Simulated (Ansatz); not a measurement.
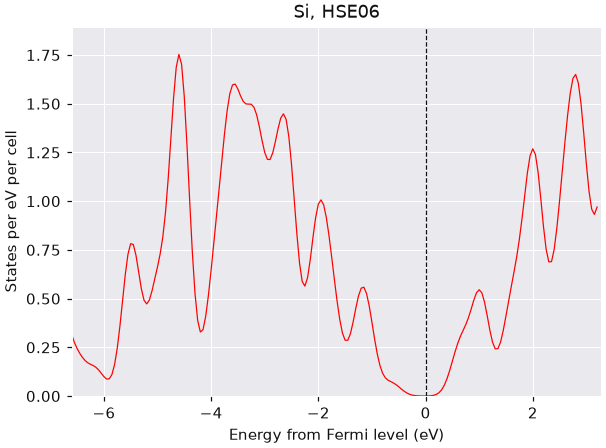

Density of states. Energies are counted from the Fermi level, put mid-gap where there is a gap. The curve is built from the levels of the k mesh with Gaussians 0.4 eV wide, which also blur the band edges.

Structure: Si, space group I4_1/amd (No. 141), 2 atoms in the cell, uniaxial (z) strain −0.7%.

Level of theory: DFT, HSE06, plane waves, PAW, no spin polarisation, 6×6×6 k mesh, 420 eV cutoff; code Ansatz 0.2.0.

Q: Is there a gap at the Fermi level, and how wide?

A: There is a gap; over the k points computed it is 1.20 eV (indirect; the smallest direct gap is 3.26 eV).
